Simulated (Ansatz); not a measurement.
The coordinates of a crystal:

```
Ti Ba O
1.0
     3.95549    0.00000    0.00000
     0.00000    3.95549    0.00000
     0.00000    0.00000    3.86206
Ti Ba O
1 1 3
Direct
  0.00000 0.00000 0.00018
  0.50000 0.50000 0.50000
  0.00000 0.00000 0.49975
  0.00000 0.50000 0.99972
  0.50000 0.00000 0.99972
```

Characterise the structure given above.

Answer. The structure is one of BaTiO3. Strictly the space group is P4/mmm (No. 123, within 0.01 Å). It is a distorted form of a primitive cubic structure, space group Pm-3m (No. 221) within 0.25 Å: cubic perovskite. Content of the cell: 1 Ba, 1 Ti, 3 O (Z = 1). The polyhedra are TiO6 octahedra; they share corners. Each Ti has six O in an octahedral arrangement at 1.93 to 1.98 Å. About every Ba there are twelve O in a cuboctahedral arrangement at 2.76 to 2.80 Å. O is coordinated by four Ba and two Ti in a distorted octahedral arrangement (2.76 to 2.80 Å to Ba, 1.93 to 1.98 Å to Ti). The bonds build a three-dimensional framework.

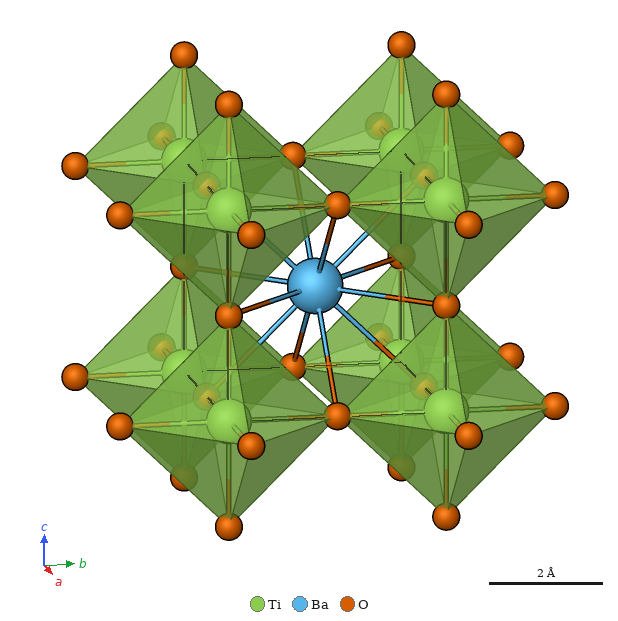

Polyhedral representation of a periodic structure, projected slightly off an axis. The lines enclose the unit cell; boundary atoms appear with their images. A few atoms beyond the faces are included.

Provenance: a structure listed in the Materials Project. Earlier steps of the study may have refined or changed the cell and positions. A calculation with Ansatz used it as input.

At this level of theory the cell isn't at rest (compressed, at 7 GPa), so its distances can differ from those at equilibrium, the more so the softer the solid.
